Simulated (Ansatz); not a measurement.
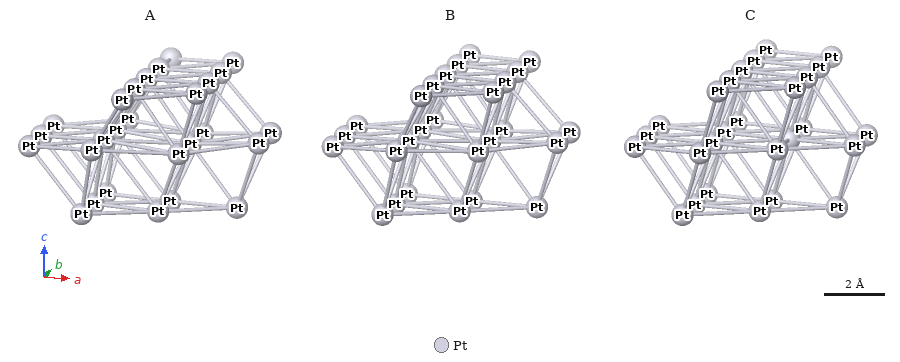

3 geometries from one constrained relaxation of a slab of composition Pt (cut from the Fm-3m phase), in shuffled order. The picture is a ball-and-stick view of the atoms within 5.8 Å of the atom that moves most (axes of the 1 × 3 repeat of the cell, outlined in the plane, without the vacuum (origin shifted)), seen from a free direction.

Case: stripe over 2 of 6 cells, two steps. 12 atoms are held fixed.

All numbers below come from DFT PBE, scalar-relativistic, plane waves, PAW in Ansatz 0.2.0. Set-up: plane-wave cutoff 420 eV; k-point mesh 2 × 12 × 1; occupations gaussian; smearing width 0.1 eV; no spin polarisation; dipole correction; atoms relaxed in a fixed cell; force threshold 0.02 eV/Å; at most 45 steps.

Q: Order the frames from highest to lowest energy.

A: C, B, A. They are steps 0, 1, 4, at +0.408 eV per cell of the calculation, +0.105 eV per cell of the calculation relative to the last. A Pt atom moves most: 0.32 Å at 30° to the normal (−c side). The lattice vectors keep their values. Among the contacts that change: Pt–Pt 2.807 → 3.112 Å, Pt–Pt 2.807 → 3.036 Å, Pt–Pt 2.807 → 2.642 Å, Pt–Pt 2.807 → 2.668 Å. Over 4 geometry steps the energy falls by 0.408 eV per cell of the calculation. The largest force component goes from 0.68 to 0.017 eV/Å. Cost: 11 min on 4 threads of Arm Neoverse V1 (shared host), peak memory 5.1 GiB.
